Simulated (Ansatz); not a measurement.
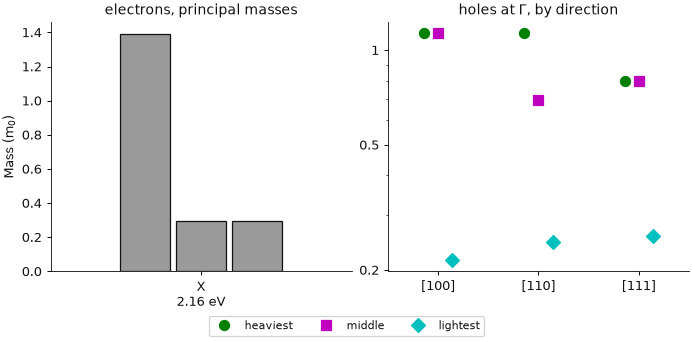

Effective masses at the band extrema of rocksalt CaS, space group Fm-3m, 2 atoms in the primitive cell, in a cell relaxed beforehand (cubic a = 5.634 Å), in units of the free-electron mass, from finite differences of the levels. Left, the three principal masses of each conduction valley, with its energy above the valence top; right, the masses of the bands that meet at the valence top.

Level of theory: PBEsol, Ansatz PAW set, no spin polarisation, no spin-orbit coupling, 8×8×8 k mesh, 420 eV cutoff, fixed occupations; code Ansatz.

What are the masses of the lowest valley?

It lies at X, 2.16 eV above the valence top, with one mass of 1.39 and two of 0.292. Its 3 equivalent valleys give a density-of-states mass N^(2/3) (m1 m2 m3)^(1/3) = 1.02, and averaged over them a conductivity mass 3/(1/m1 + 1/m2 + 1/m3) = 0.397.

How do the hole masses depend on direction?

Along [100] 1.13, 1.13 and 0.215; along [110] 1.13, 0.692 and 0.245; along [111] 0.795, 0.795 and 0.257.

The PAW data sets were made with another functional. LDA, GGA and most meta-GGA functionals understate gaps. Without spin-orbit coupling the bands that meet at the top aren't the heavy and light holes of experiment. An understated gap makes light masses too light.
